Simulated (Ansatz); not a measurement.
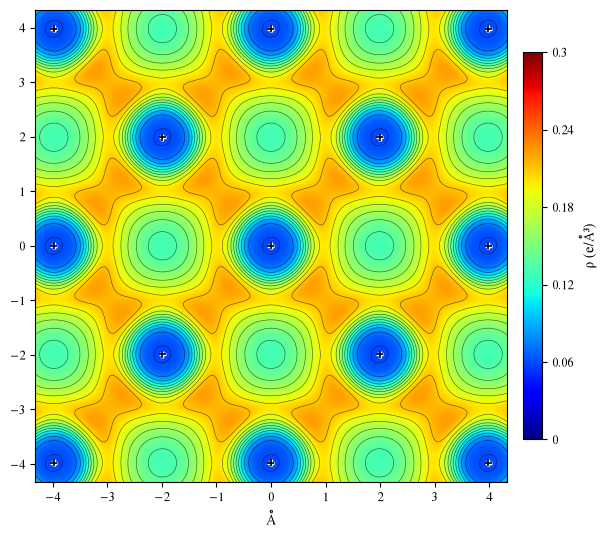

The valence pseudo-density on a plane through atoms (crosses mark nuclei in the plane).

The calculation used Ansatz, DFT, r2SCAN, PAW with Ansatz's default frozen-core files, scalar-relativistic; relaxation of cell and atoms.

Candidates:
A. MgO, a = 4.20 Å, b = 4.20 Å, c = 4.20 Å, α = 90.00°, β = 90.00°, γ = 90.00°. Space group Fm-3m.
B. Al, a = 3.98 Å, b = 3.98 Å, c = 3.98 Å, α = 90.00°, β = 90.00°, γ = 90.00°. Space group Fm-3m; computed without spin polarisation.
C. SiC, a = 3.02 Å, b = 3.02 Å, c = 4.95 Å, α = 90.00°, β = 90.00°, γ = 120.00°. Space group P6₃mc; computed pressure about 15 GPa in this cell.

Which candidate gave the map?

Candidate B: Al on the (100) plane of the conventional cell, which holds Al. Al–Al (2.81 Å): the density is about 0.22 e/Å³ at the midpoint.
